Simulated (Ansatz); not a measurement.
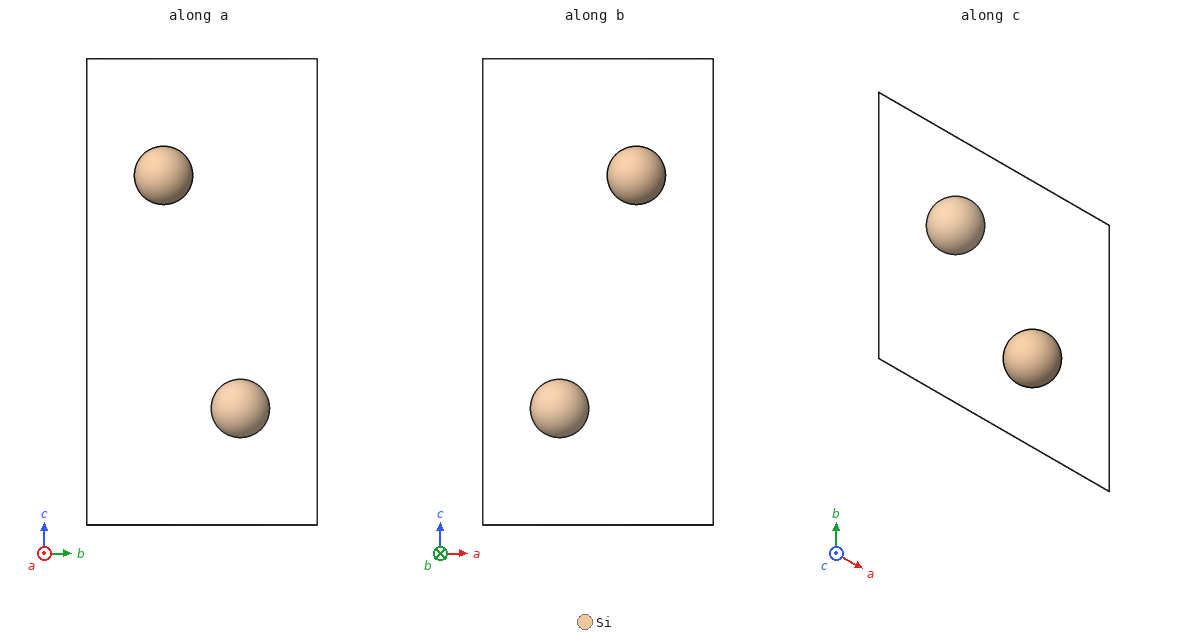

Ball-and-stick drawing of the structure, looking along the a axis, along the b axis and along the c axis. The frame is the conventional unit cell; atoms at its boundary are shown with their periodic copies.

Lattice parameters: a = 2.553 Å, b = 2.553 Å, c = 4.472 Å, α = 90.00°, β = 90.00°, γ = 120.00°.

### Transcribe the picture into a table of Wyckoff sites.

Space group P6_3/mmc (No. 194).
```csv
atom,site,x,y,z
Si,2c,0.3333,0.6667,0.2500
```

Provenance: a structure type filled with this element by a generator (whether the element takes this form wasn't checked). Earlier steps of the study may have refined or changed the cell and positions. A calculation with Ansatz used it as input.

At this level of theory the cell isn't at rest (compressed, at 10 GPa), so its distances can differ from those at equilibrium, the more so the softer the solid.
